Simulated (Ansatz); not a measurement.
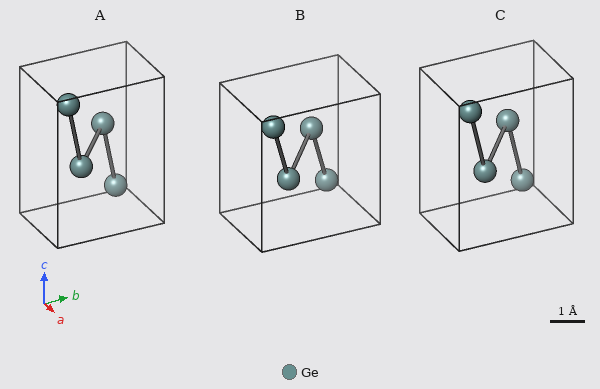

3 geometries from one relaxation of a crystal of Ge (a generated structure, set up in Cmce) (coarse preliminary run), in shuffled order. The picture is a ball-and-stick view of the cell of the calculation, seen slightly off an axis.

Case: Ga → Ge on all its sites, cell and atoms relaxed.

Computed with Ansatz 0.2.0, DFT PBE, scalar-relativistic, plane waves, PAW. (plane-wave cutoff 420 eV; k-point mesh 6 × 6 × 4; occupations gaussian; smearing width 0.1 eV; no spin polarisation; cell and atoms relaxed; force threshold 0.05 eV/Å; at most 60 steps)

Put them in the order of the run, from the start to the converged end.

A, C, B. They are steps 0, 3, 9, at +0.515 eV per cell of the calculation, +0.131 eV per cell of the calculation relative to the last. The energy falls by 0.515 eV per cell of the calculation in 7 accepted moves (9 points after the start). The largest force component goes from 0.28 to 0.032 eV/Å. The pressure goes from 9.70 to 0.25 GPa. The line search rejected the trial step at point 6 of the run. At 1 point the geometry stayed and the basis and grid were re-selected for the new cell (energy shift of 14.9 meV per cell of the calculation at most each time). The largest moves relative to the cell, 0.15 Å, are those of Ge atoms. The drawn cell changes as follows: a = b 4.446 → 4.928 Å (+10.8 %), c 4.539 → 4.042 Å (−10.9 %), γ 118.9° → 118.7°; the volume changes by +9.5 %. Near-neighbour distances that change, for instance: Ge–Ge 2.781 → 3.165 Å, Ge–Ge 2.508 → 2.728 Å, Ge–Ge 2.685 → 2.629 Å, Ge–Ge 2.725 → 2.732 Å. Among the angles between lasting bonds that change: Ge–Ge–Ge 112.2° → 133.5°, Ge–Ge–Ge 115.4° → 100.5°, Ge–Ge–Ge 61.9° → 72.3°. The space group stays Cmce (No. 64).
